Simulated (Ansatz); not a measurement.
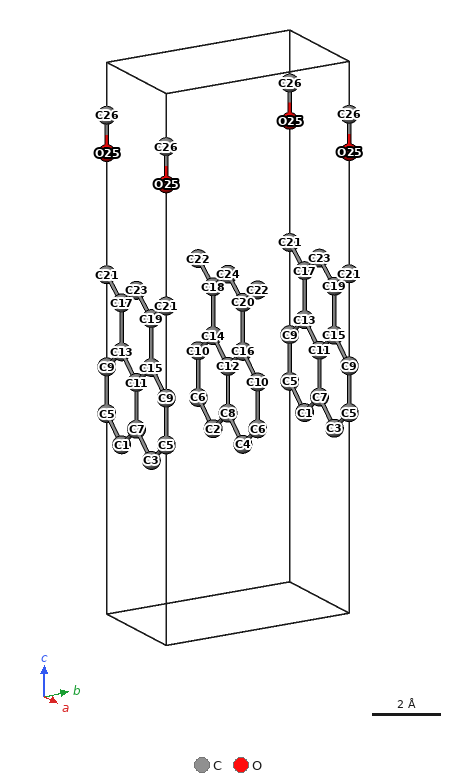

Figure 1. The input geometry (ball-and-stick view of the cell of the calculation, with the vacuum cut short, seen slightly off an axis; atoms are numbered from 1 in the order of the input). An atom can appear more than once, as a periodic image. Near neighbours in the periodic cell (some may lie outside the picture): C has 2 C at 1.38 to 1.42 Å; C has 3 C at 1.38 to 1.49 Å; O has 1 C at 1.15 Å; C has 1 O at 1.15 Å.

## Single-point calculation of C25O (part 1 of 2)

System: C25O (slab, 26 atoms in the cell).
Method: DFT PBE+D3(BJ), scalar-relativistic, plane waves, PAW, PAW set soft_1, no spin polarisation (Ansatz 0.2.0).

The structure derives from an entry of the Crystallography Open Database. Figures and captions count atoms from 1; the log counts them from 0 in places.

Output:
```
Warning: crystal.symmetry: narrowed to the stabiliser of the k-point mesh — unitary ops 4 → 2; excluded 2 operations that carry a point of the 6×4×1 mesh (shift [0, 0, 0]) off the mesh (the run samples exactly the mesh kpoints.mp_grid names, as under crystal.symmetry.detect: false, and its converged state has the mesh's symmetry, not the crystal's; ε∞, the Born charges and the force constants of a linear response (`dielectric:` by the response, `phonons.method: dfpt`) are averaged over those of the crystal's operations that the state keeps within a tolerance, where `mesh_tensors`, `unaveraged_element` or `gamma_mean_max_change_ev_ang2` stands beside them; a row that `dielectric.field_direction` solves alone is averaged likewise, with nothing beside; a Γ-centred mesh of equal divisions is mapped onto itself by every operation and keeps the whole group, as does a half-shifted one under kpoints.further_shifts: images)
Engine: ansatz 0.2.0, aarch64-unknown-linux-gnu
Pseudopotentials: kind: paw
Pseudopotential: C, paw, valence charge 4, recommended cutoff 420 eV (normal), [file]
Pseudopotential: O, paw, valence charge 6, recommended cutoff 420 eV (normal), [file]
Functional definition: PBE
  parameter kappa = 0.804
  parameter beta = 0.06672455060314922
  exchange = pbe_x(kappa = kappa, mu = beta*pi^2/3)
  correlation = pbe_c(beta = beta)
Crystal: 26 atoms, lattice volume = 796.362 Å³
Basis set: ecut = 420 eV, 15569 PW (Γ), exchange–correlation on 72×100×320 points (8 copies of the dense FFT grid, shifted against one another)
Bands: 79, of which v1, the nominal top of the filled ones, is band 53 counted from 1 (52 counted from 0)
Symmetry: 2 space group operations
k-points: 14 of 24
Non-local potential: C, projectors of the file, l = 0: 2, l = 1: 2, l = 2: 1
Non-local potential: O, projectors of the file, l = 0: 2, l = 1: 2, l = 2: 1
PAW form: soft (Blöchl's): semilocal exchange-correlation on the pseudo side does not see the compensation charge
PAW one-centre angular grid: C, 110 points (default); XC on 64 Gauss nodes
PAW one-centre angular grid: O, 110 points (default); XC on 64 Gauss nodes
Initial wavefunctions: pseudopotential atomic-orbital guess
Functional: x = pbe(κ = 0.804, μ = 0.2195149727645171), c = pbe(β = 0.06672455060314922)
SCF iter   1: F=—  HF=-6828.305945 eV  |F-HF|=—  |Δ(HF+E_count)|=         —  Δρ=6.73e-2  dr2=3.65e1  ethr=3.10e-3  p=-0.000 e·Å  D=-1.48e-7 V/Å  ΔV_dip=0.00 eV  dr2_dipole=2.27e0  V_vac-E_F(+/−)=8.68/8.68 eV  ⟨swp⟩=6.0  Hψ=4840  notcnv=0  defer=131
efield: sawtooth ramp at fractional position 0.8539 (placed from the atoms, in the widest stretch of the axis that holds none; the zero of the levels goes with the place), width 0.0400; the density the first Hamiltonian is built on has a dipole p = -0.000 e·Å; the dipole correction subtracts the counter field D = -1.48e-7 V/Å, which shifts the + side's vacuum level by +0.00 eV against the − side's; the planar-averaged density in the ramp window peaks in size at 2.0e-7 e/Å³
preconditioner: auto → LDOS  [metal: Δε(μ)=0.003 eV  Ē_g=13.777 eV  σ=0.050 eV  W_gap=0.03  n_scr=106 (ndim 8)  ℏωp=13.4 eV  f_vac=0.596  D(μ)=23.04/eV (n_scr^D=156)  β→1.0]
SCF iter   2: F=—  HF=-6818.183787 eV  |F-HF|=—  |Δ(HF+E_count)|=    1.01e1  Δρ=4.15e-2  dr2=1.42e1  ethr=3.10e-3  p=0.236 e·Å  D=5.36e-2 V/Å  ΔV_dip=-1.28 eV  dr2_dipole=5.10e-2  V_vac-E_F(+/−)=6.76/8.04 eV  ⟨swp⟩=3.0  Hψ=2956  notcnv=0  defer=262
SCF iter   3: F=—  HF=-6824.937628 eV  |F-HF|=—  |Δ(HF+E_count)|=    6.75e0  Δρ=6.67e-2  dr2=9.74e1  ethr=3.10e-3  p=-0.458 e·Å  D=-1.04e-1 V/Å  ΔV_dip=2.47 eV  dr2_dipole=3.52e1  V_vac-E_F(+/−)=10.17/7.70 eV  ⟨swp⟩=4.0  Hψ=3090  notcnv=0  defer=269  recentre
SCF iter   4: F=—  HF=-6816.748055 eV  |F-HF|=—  |Δ(HF+E_count)|=    8.19e0  Δρ=1.85e-2  dr2=4.53e0  ethr=3.10e-3  p=0.689 e·Å  D=1.56e-1 V/Å  ΔV_dip=-3.72 eV  dr2_dipole=1.03e0  V_vac-E_F(+/−)=4.10/7.82 eV  ⟨swp⟩=3.4  Hψ=2745  notcnv=0  defer=235
SCF iter   5: F=—  HF=-6816.145201 eV  |F-HF|=—  |Δ(HF+E_count)|=   6.03e-1  Δρ=6.76e-3  dr2=1.13e0  ethr=3.10e-3  p=0.481 e·Å  D=1.09e-1 V/Å  ΔV_dip=-2.60 eV  dr2_dipole=3.13e-1  V_vac-E_F(+/−)=5.11/7.71 eV  ⟨swp⟩=2.2  Hψ=1976  notcnv=0  defer=246
SCF iter   6: F=—  HF=-6816.035722 eV  |F-HF|=—  |Δ(HF+E_count)|=   1.09e-1  Δρ=2.94e-3  dr2=1.67e-1  ethr=1.06e-3  p=0.285 e·Å  D=6.48e-2 V/Å  ΔV_dip=-1.54 eV  dr2_dipole=4.05e-2  V_vac-E_F(+/−)=5.63/7.18 eV  ⟨swp⟩=2.0  Hψ=1366  notcnv=0  defer=256
SCF iter   7: F=—  HF=-6816.009284 eV  |F-HF|=—  |Δ(HF+E_count)|=   2.64e-2  Δρ=1.46e-3  dr2=3.43e-2  ethr=1.58e-4  p=0.206 e·Å  D=4.68e-2 V/Å  ΔV_dip=-1.11 eV  dr2_dipole=4.67e-3  V_vac-E_F(+/−)=5.90/7.01 eV  ⟨swp⟩=2.0  Hψ=1262  notcnv=0  defer=256
SCF iter   8: F=—  HF=-6815.998046 eV  |F-HF|=—  |Δ(HF+E_count)|=   1.12e-2  Δρ=7.83e-4  dr2=1.03e-2  ethr=3.24e-5  p=0.109 e·Å  D=2.47e-2 V/Å  ΔV_dip=-0.59 eV  dr2_dipole=5.81e-5  V_vac-E_F(+/−)=6.36/6.95 eV  ⟨swp⟩=2.0  Hψ=1890  notcnv=0  defer=256
SCF iter   9: F=—  HF=-6815.996655 eV  |F-HF|=—  |Δ(HF+E_count)|=   1.39e-3  Δρ=5.16e-4  dr2=4.91e-3  ethr=9.69e-6  p=0.070 e·Å  D=1.59e-2 V/Å  ΔV_dip=-0.38 eV  dr2_dipole=8.27e-4  V_vac-E_F(+/−)=6.55/6.93 eV  ⟨swp⟩=2.0  Hψ=1438  notcnv=0  defer=256
SCF iter  10: F=—  HF=-6815.996526 eV  |F-HF|=—  |Δ(HF+E_count)|=   1.29e-4  Δρ=2.07e-4  dr2=1.35e-3  ethr=4.63e-6  p=0.049 e·Å  D=1.11e-2 V/Å  ΔV_dip=-0.26 eV  dr2_dipole=6.75e-4  V_vac-E_F(+/−)=6.67/6.93 eV  ⟨swp⟩=2.8  Hψ=1781  notcnv=0  defer=256
SCF iter  11: F=—  HF=-6815.996327 eV  |F-HF|=—  |Δ(HF+E_count)|=   2.00e-4  Δρ=3.49e-4  dr2=1.20e-3  ethr=1.27e-6  p=0.072 e·Å  D=1.64e-2 V/Å  ΔV_dip=-0.39 eV  dr2_dipole=2.84e-5  V_vac-E_F(+/−)=6.55/6.94 eV  ⟨swp⟩=3.0  Hψ=1683  notcnv=0  defer=256
SCF iter  12: F=—  HF=-6815.996127 eV  |F-HF|=—  |Δ(HF+E_count)|=   2.00e-4  Δρ=6.88e-5  dr2=7.22e-5  ethr=1.14e-6  p=0.070 e·Å  D=1.60e-2 V/Å  ΔV_dip=-0.38 eV  dr2_dipole=4.82e-6  V_vac-E_F(+/−)=6.56/6.94 eV  ⟨swp⟩=2.0  Hψ=1825  notcnv=0  defer=256
SCF iter  13: F=—  HF=-6815.996523 eV  |F-HF|=—  |Δ(HF+E_count)|=   3.96e-4  Δρ=2.74e-5  dr2=1.57e-5  ethr=6.81e-8  p=0.071 e·Å  D=1.61e-2 V/Å  ΔV_dip=-0.38 eV  dr2_dipole=1.52e-6  V_vac-E_F(+/−)=6.55/6.94 eV  ⟨swp⟩=2.0  Hψ=1524  notcnv=0  defer=256
SCF iter  14: F=—  HF=-6815.996524 eV  |F-HF|=—  |Δ(HF+E_count)|=   1.27e-6  Δρ=1.12e-5  dr2=2.63e-6  ethr=1.48e-8  p=0.071 e·Å  D=1.61e-2 V/Å  ΔV_dip=-0.38 eV  dr2_dipole=2.35e-7  V_vac-E_F(+/−)=6.55/6.94 eV  ⟨swp⟩=2.0  Hψ=1165  notcnv=0  defer=256
SCF iter  15: F=—  HF=-6815.996524 eV  |F-HF|=—  |Δ(HF+E_count)|=   2.45e-7  Δρ=4.90e-6  dr2=2.56e-7  ethr=2.48e-9  p=0.071 e·Å  D=1.62e-2 V/Å  ΔV_dip=-0.38 eV  dr2_dipole=2.88e-8  V_vac-E_F(+/−)=6.55/6.94 eV  ⟨swp⟩=2.0  Hψ=1593  notcnv=0  defer=256
SCF iter  16: F=-6815.996524 eV  HF=-6815.996524 eV  |F-HF|=5.36e-8  |Δ(HF+E_count)|=   1.09e-7  Δρ=1.65e-6  dr2=4.40e-8  ethr=9.43e-11  p=0.071 e·Å  D=1.62e-2 V/Å  ΔV_dip=-0.38 eV  dr2_dipole=6.36e-9  V_vac-E_F(+/−)=6.55/6.94 eV  ⟨swp⟩=31.2  Hψ=9828  notcnv=0
SCF 1 converged in 16 iterations: F = -6815.996524 eV  dr2 = 4.40e-8
  greatest PAW one-centre occupation: 0.892 electrons in one spin orbital (limit 2), on the O atom at site 24 (counted from 0), in its partial waves of l = 0
```

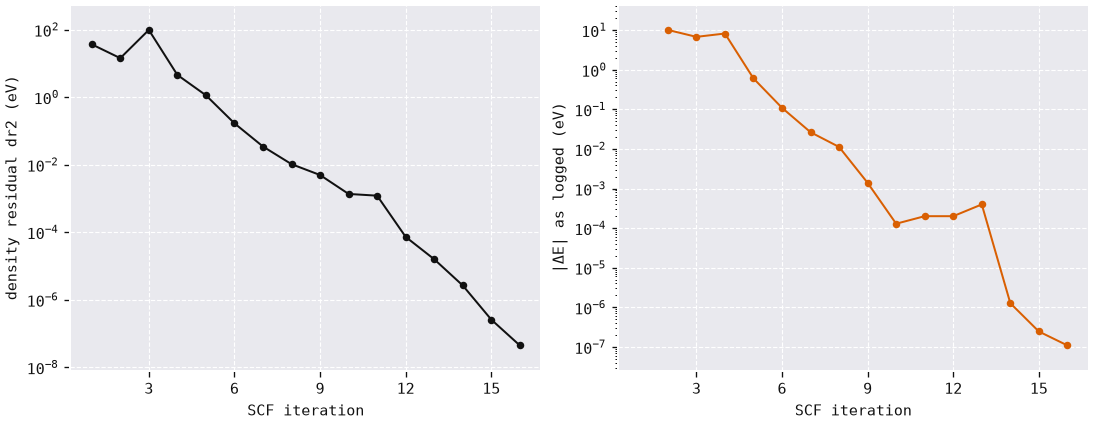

Figure 2. Convergence of the self-consistent field: density residual dr2 and size of the energy change against the SCF iteration. The residual comes down, with one marked jump up, by a factor of about 7, at step 3.

```
SCF converged after 16 iterations
Free energy (F): -6815.996524 eV
Harris-Foulkes:  -6815.996524 eV  (|F-HF|=5.36e-8)
Internal energy: -6815.968276 eV  (E = F + TS)
E sigma→0 (E₀):  -6815.982400 eV
Entropy (-TS):   -0.028248 eV (-1.086 meV/atom)
Fermi energy:    -2.857136 eV
Dipole field:    D = 0.016226 V/Å  (p = 0.071409 e·Å, saw-weighted, corrected)
Work function:   Φ+ = 6.5527 eV   Φ− = 6.9387 eV
Levels:          The Fermi level and band energies are counted from a zero that moves with the ramp; work functions are not
--- Per-component energies (eV) ---
  E_band       = -1161.952147
  E_kinetic    = 2318.449346
  E_local      = -55250.362216  (includes V_loc(G=0)·N_el)
  E_nonlocal   = 652.931316
  E_hartree    = 26426.563520
  E_xc         = -1222.737815
  E_vxc        = -1505.743662  (∫ρ·V_xc dr)
  E_paw        = -2660.111000  (= ΣΔE_a)
  E_vpaw       = -233.416765  (= ΣTr[D̂ρ^β])
  E_aug_tail   = 0.001145  (compensation charges beyond the density's cutoff)
  E_efield     = 0.000579  (sawtooth field / dipole correction)
  E_vefield    = 3.065625  (∫n·V_field dr)
  E_ewald      = 22922.161185
  E_disp       = -2.864337  (pairwise vdW)
  E_smearing   = -0.028248  (= −TS)
  E_closure    = 0.000000  (closes the sum)
  Σ components = -6815.996524   (vs F -6815.996524, Δ=0.00e0)
--- Forces (eV/Å), atoms counted from 1 ---
  atom   1  C      0.00241788     0.00000267     1.86268557
  atom   2  C      0.00000764     0.00013110     1.86757003
  atom   3  C     -0.00241788    -0.00000267     1.86268557
  atom   4  C     -0.00000764    -0.00013110     1.86757003
  atom   5  C     -0.00000000     0.00000000    -3.42982850
  atom   6  C     -0.00000000     0.00000000    -3.43666322
  atom   7  C     -0.00000000     0.00000000    -3.42720779
  atom   8  C     -0.00000000     0.00000000    -3.43664077
  atom   9  C      0.00000000     0.00000000     1.56615160
  atom  10  C      0.00000000     0.00000000     1.57136647
  atom  11  C      0.00000000     0.00000000     1.57117823
  atom  12  C      0.00000000     0.00000000     1.57136120
  atom  13  C     -0.00523021    -0.00000140     0.00167228
  atom  14  C      0.00000032    -0.00034079    -0.00099553
  atom  15  C      0.00523021     0.00000140     0.00167228
  atom  16  C     -0.00000032     0.00034079    -0.00099553
  atom  17  C      0.00055890     0.00000464     0.01602254
  atom  18  C      0.00000730    -0.00029675    -0.00691458
  atom  19  C     -0.00055890    -0.00000464     0.01602254
  atom  20  C     -0.00000730     0.00029675    -0.00691458
  atom  21  C     -0.00000000     0.00000000    -0.03733572
  atom  22  C      0.00000000     0.00000000     0.01094161
  atom  23  C      0.00000000     0.00000000     0.01616691
  atom  24  C      0.00000000     0.00000000     0.01096628
  atom  25  O      0.00000000     0.00000000     1.52561923
  atom  26  C     -0.00000000     0.00000000    -1.55626768
  max |Σ_I F_I| component: 1.12e-4 eV/Å
--- Band table (eV; the first three rows and the last of 14) ---
```
